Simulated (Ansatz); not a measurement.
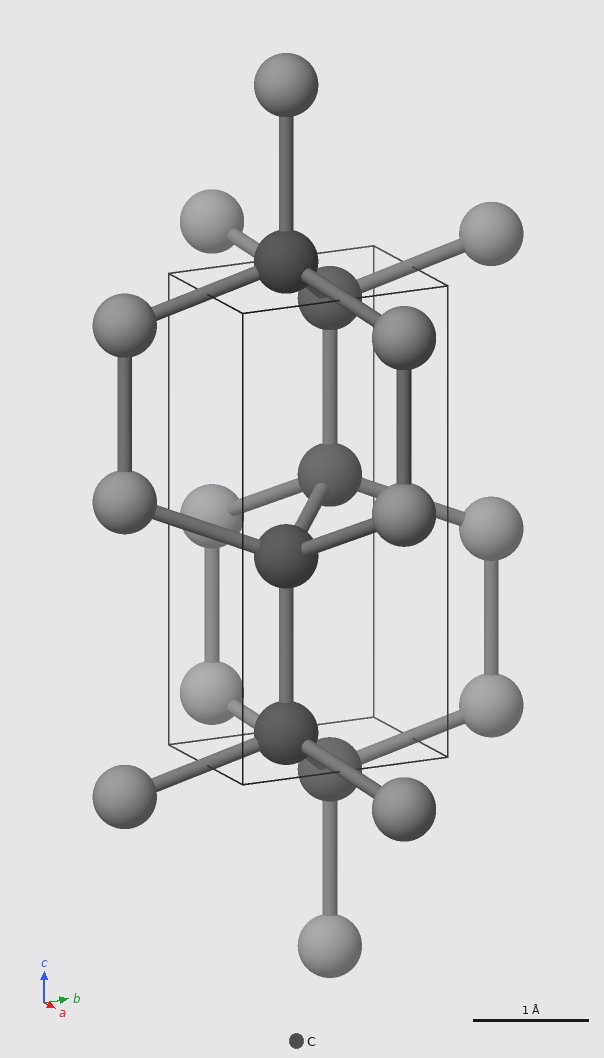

We look at a ball-and-stick model of the crystal slightly off an axis. The edges of the unit cell are marked. Outside the box, the atoms bonded to those within are drawn, in fainter colours.

C, a = 2.504 Å, b = 2.449 Å, c = 4.169 Å, α = 90.00°, β = 90.00°, γ = 117.84°. Strictly the space group is P2_1/m (No. 11, within 0.01 Å). It is a distorted form of a primitive hexagonal structure, space group P6_3/mmc (No. 194) within 0.25 Å: hexagonal diamond (lonsdaleite type). The structure comes from a structure type filled with this element by a generator (whether the element takes this form wasn't checked). The cell was then strained or its atoms displaced on purpose. It was the input of a calculation with Ansatz.

This one geometry was computed with Ansatz (DFT, plane waves, PAW) at three levels of theory: HSE06, r2SCAN and PBE. It was relaxed with r2SCAN and then strained.

Which level gives the highest pressure at this volume, and what does that say about its equilibrium volume?

Highest: PBE (5.1 GPa), which points to the largest equilibrium volume. Lowest, with the smallest volume: HSE06 (-4.9 GPa). Levels within 0.5 GPa of each other can't be told apart.

How does the band gap change with the level of theory?

PBE: a gap of 3.14 eV, indirect; r2SCAN: a gap of 3.41 eV, indirect; HSE06: a gap of 4.20 eV, indirect.

Collect the results in a table.

| level | cutoff (eV) | k-mesh of the run's cell | gap (eV) | pressure (GPa) |
| --- | --- | --- | --- | --- |
| HSE06 | 420 | 9×9×4 | 4.20 | -4.9 |
| r2SCAN | 500 | 12×12×6 | 3.41 | 0.9 |
| PBE | 420 | 12×12×6 | 3.14 | 5.1 |

Gaps are taken on the k-mesh or band path of each run.
